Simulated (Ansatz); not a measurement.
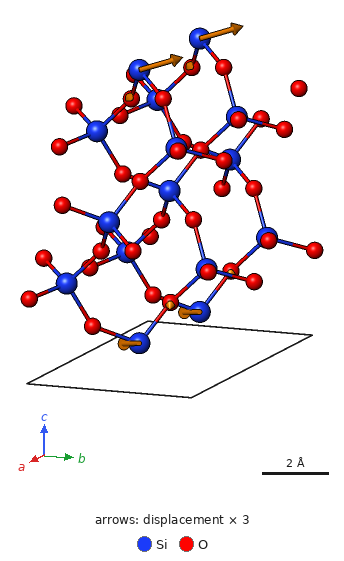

A relaxation of a slab of composition Si7O12 (cut from the P3_121 phase). The starting structure is drawn; orange arrows show the displacements, magnified 3 times.

A ball-and-stick model of the 2 × 1 repeat of the cell, outlined in the plane, without the vacuum (origin shifted), seen slightly off an axis.

Case: (1 0 0) slab, atoms relaxed. The slab is the (1 0 0) face of SiO2.

Theory: DFT PBEsol, scalar-relativistic, plane waves, PAW in Ansatz 0.2.0.

Input file:
```yaml
crystal:
  lattice:
    - [4.9474803995, 0.0, 0.0]
    - [0.0, 5.440497916, 0.0]
    - [0.0, 0.0, 23.5694967576]
  atoms:
    - { symbol: Si, position: [0.97038636, 0.5000169868, 0.3182078971] }
    - { symbol: O, position: [0.1603253493, 0.2854779349, 0.3446565196] }
    - { symbol: O, position: [0.7790868219, 0.6188172169, 0.3667506783] }
    - { symbol: O, position: [0.5609046285, 0.0479229294, 0.3931997281] }
    - { symbol: Si, position: [0.2649650204, 0.1666923604, 0.4037041418] }
    - { symbol: Si, position: [0.7649650204, 0.8333585998, 0.4145037553] }
    - { symbol: O, position: [0.0609046285, 0.9521280309, 0.425008169] }
    - { symbol: O, position: [0.2790868219, 0.3812337434, 0.4514572188] }
    - { symbol: O, position: [0.6603253493, 0.7145730254, 0.4735513776] }
    - { symbol: Si, position: [0.47038636, 0.5000339735, 0.5] }
    - { symbol: O, position: [0.6603253493, 0.2854949217, 0.5264486224] }
    - { symbol: O, position: [0.2790868219, 0.6188342036, 0.5485427812] }
    - { symbol: O, position: [0.0609046285, 0.0479399161, 0.574991831] }
    - { symbol: Si, position: [0.7649650204, 0.1667093472, 0.5854962447] }
    - { symbol: Si, position: [0.2649650204, 0.8333755866, 0.5962958582] }
    - { symbol: O, position: [0.5609046285, 0.9521450177, 0.6068002719] }
    - { symbol: O, position: [0.7790868219, 0.3812507302, 0.6332493217] }
    - { symbol: O, position: [0.1603253493, 0.7145900121, 0.6553434804] }
    - { symbol: Si, position: [0.97038636, 0.5000509603, 0.6817921029] }
basis:
  ecutwfc: 420
kpoints:
  mp_grid: { grid: [6, 5, 1] }
hamiltonian:
  xc: pbesol
scf:
  occupations: { method: gaussian, width: 0.05 }
output:
  forces: true
  eigenvalues: true
  write_density: true
  write_potential: true
  elf: true
  volumetric_format: npy
relax:
  adjacent_minimum: "off"
  f_tol: 0.02
  max_steps: 60
efield:
  axis: 3
  dipole_correction: true
  ramp_width: 0.04
```

Launched with:
```bash
ansatz run input.yaml --threads 2 --pin off --max-ram 5120MiB --backend cpu --events-out ev --progress --plain --runs-dir out
```

What happened in the run?

The largest moves relative to the layer's centre, 0.49 Å, are those of Si1 and Si19. Si19 goes at 78° to the normal (+c side). Largest moves by element: Si 0.49 Å, O 0.11 Å. The cell doesn't change. Among the contacts that change: O17–Si19 1.619 → 1.659 Å, O2–Si5 1.619 → 1.626 Å. Among the angles between lasting bonds that change: Si14–O17–Si19 143.3° → 164.7°, O2–Si1–O3 110.7° → 103.9°, Si1–O2–Si5 143.3° → 146.3°. Over 6 accepted moves (7 points after the start) the energy falls by 0.308 eV per cell of the calculation. The largest force component goes from 2.2 to 0.0064 eV/Å. The line search rejected the trial step at point 5 of the run.
